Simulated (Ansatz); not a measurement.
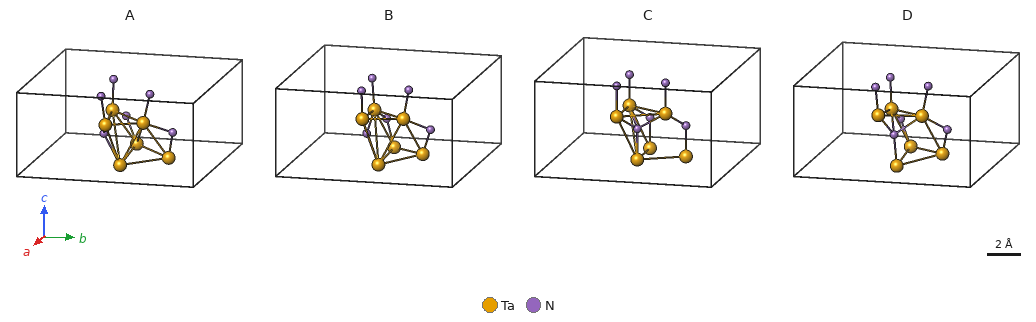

4 geometries from one relaxation of a wire of composition TaN, in shuffled order. A ball-and-stick model of the cell of the calculation, with the vacuum cut short, seen slightly off an axis.

Case: wire along [0 0 1], 12 atoms a period.

Method: DFT PBE, scalar-relativistic, plane waves, PAW in Ansatz 0.2.0. Settings: plane-wave cutoff 420 eV; k-point mesh 1 × 1 × 9; occupations gaussian; smearing width 0.05 eV; collinear spin; cell relaxed at fixed a, b, alpha, beta, gamma; force threshold 0.02 eV/Å; at most 45 steps.

**Order the frames from highest to lowest energy.**

C, D, B, A. They are steps 0, 8, 15, 37, at +6.154 eV per cell of the calculation, +0.442 eV per cell of the calculation, +0.236 eV per cell of the calculation relative to the last. The largest move relative to the centre of the atoms is that of an N atom, 1.00 Å. Largest moves by element: N 1.00 Å, Ta 0.63 Å. Along the periodic axis the drawn cell goes c 6.105 → 5.370 Å (−12.0 %). Among the contacts that change: Ta–Ta 4.750 → 3.354 Å, Ta–Ta 3.554 → 2.911 Å, Ta–Ta 3.554 → 2.961 Å, Ta–Ta 3.554 → 3.002 Å. Among the angles between lasting bonds that change: Ta–Ta–N 90.0° → 127.2°, Ta–Ta–N 90.0° → 115.7°, Ta–N–Ta 120.6° → 97.9°. Over 31 accepted moves (37 points after the start) the energy falls by 6.154 eV per cell of the calculation. Largest force component: 3.9 eV/Å at the start, 0.012 eV/Å at the end. The line search rejected the trial steps at points 5, 16, 29, 31 of the run. At 2 points the geometry stayed and the basis and grid were re-selected for the new cell (energy shift of 18.3 meV per cell of the calculation at most each time). The program noted that the starting moments weren't kept. The run may lie on a higher electronic state than the lowest, so the end point isn't shown to be the ground-state structure.

Limits of the set-up: the k-point mesh is coarse for a cell with partly filled bands.
